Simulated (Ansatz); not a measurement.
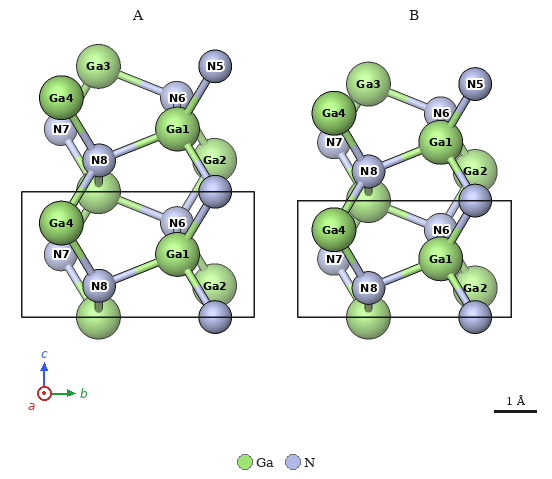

Two geometries of crystalline GaN (a generated structure, set up in P4_12_12) (coarse preliminary run), drawn at one scale. One is the start of a relaxation, the other its converged end. A ball-and-stick model of the cell of the calculation, repeated 1 × 1 × 2 with one cell outlined, seen along the a axis.

The calculation used DFT PBE, scalar-relativistic, plane waves, PAW (Ansatz 0.2.0). (plane-wave cutoff 420 eV; k-point mesh 4 × 4 × 6; occupations gaussian; smearing width 0.1 eV; no spin polarisation; cell and atoms relaxed; force threshold 0.04 eV/Å; at most 70 steps)

> Which one is relaxed?

Structure A is the relaxed one. The largest moves relative to the cell, 0.014 Å, are those of N5, N6, N7 and N8. N7 goes along [−1 −1 0]. By element the largest moves are N 0.014 Å, Ga 0.007 Å. Cell: a = b 5.116 → 5.566 Å (+8.8 %), c 2.793 → 3.005 Å (+7.6 %). Volume +27.4 %. Near-neighbour distances that change, for instance: Ga1–N6 1.867 → 2.023 Å, Ga1–N5 1.821 → 1.973 Å. The space group stays P4_12_12 (No. 92). After 5 accepted moves (7 points after the start) the energy has fallen by 436 meV per atom. Largest force component: 0.23 eV/Å at the start, 0.0053 eV/Å at the end. The pressure goes from 69.28 to 0.26 GPa. At 2 points the geometry stayed and the basis and grid were re-selected for the new cell (energy shift of 21.6 meV per atom at most each time).
